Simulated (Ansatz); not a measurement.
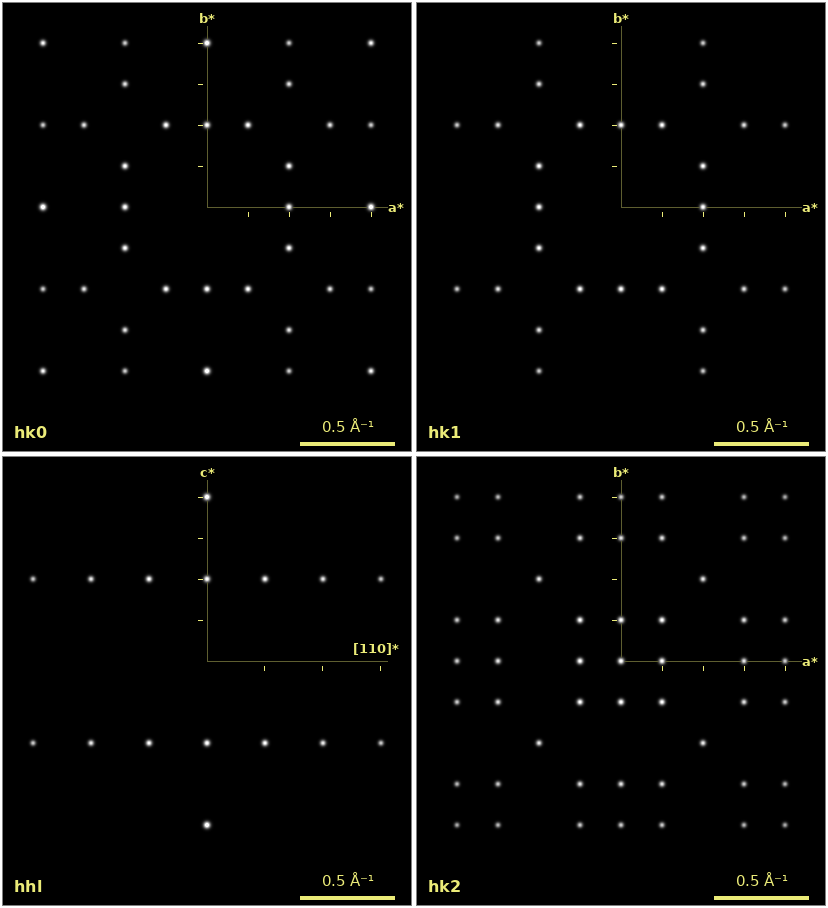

Simulated precession-type sections (X-rays; kinematic intensities, B = 0.5 Å²). The ticks mark integer indices of the conventional cell.

The compound is Ni. Structure: the input geometry of an electronic-structure calculation (not necessarily at equilibrium); the starting structure was generated, so it need not be a known form of this composition.

> Read the reciprocal cell and give the direct cell.

a* = 0.220, b* = 0.220, c* = 0.220 Å⁻¹; the cell is cubic with a = 4.54 Å.

> List the systematic absences.

Reflections are present only under these conditions. hkl: no condition; hk0: no condition; hhl: l = 2n; h00: h = 2n. The lattice is primitive (P). Further gaps, such as 0 4 1, 4 0 1, 1 4 0, come from atoms on special positions, not from the group's general conditions. A few very weak reflections are below the display threshold.

> Which space groups fit?

The intensities have Laue symmetry m-3m (the hk0 layer shows 4mm, hk1 shows 4mm). With these conditions the candidates are P-43n (No. 218), Pm-3n (No. 223). Diffraction geometry alone does not choose among them; the structure has Pm-3n.
